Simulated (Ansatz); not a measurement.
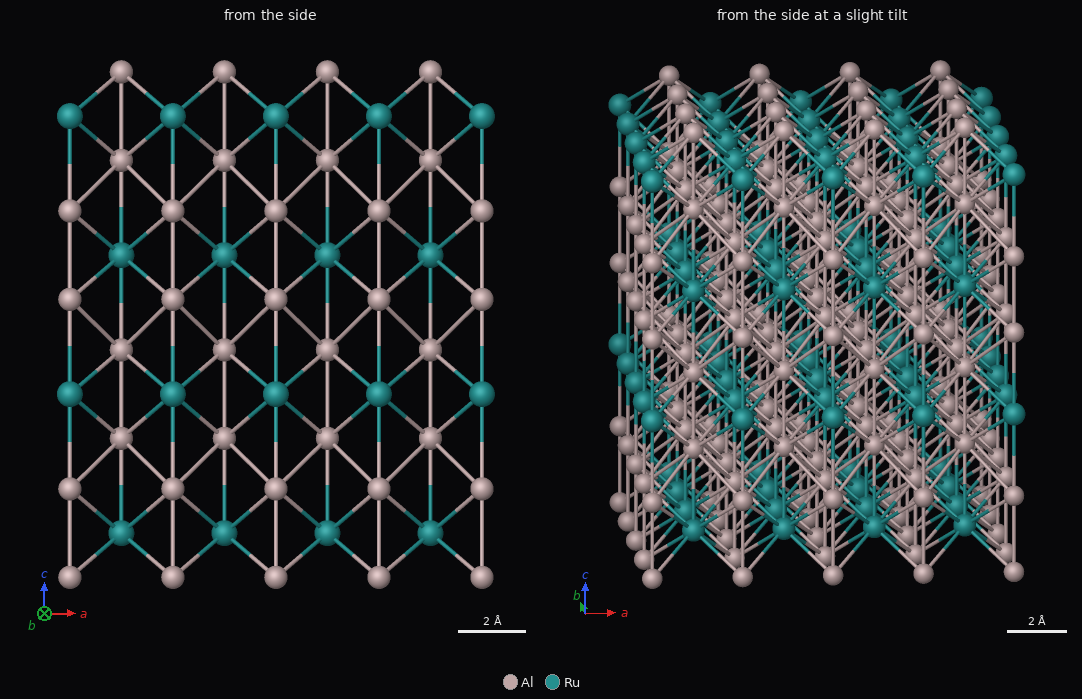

A ball-and-stick picture of a periodic slab, seen from the side and from the side at a slight tilt. The surface normal points up in side views; the vacuum is left out. 4×4 cells are drawn in the plane, with atoms at the edges repeated.

The cell holds 8 Al, 4 Ru.

How is each face terminated?

The top face ends in Al, the bottom face in Al. The two faces are alike.

What height do the atoms span?

About 15 Å from the lowest to the highest atom.

State the number of planes and their content from above.

Twelve planes: Al / Ru / Al / Al / Ru / Al / Al / Ru / Al / Al / Ru / Al.

The cell started as a structure listed in the Materials Project. The cell was then strained or its atoms displaced on purpose. An electronic-structure calculation with Ansatz was run on it.
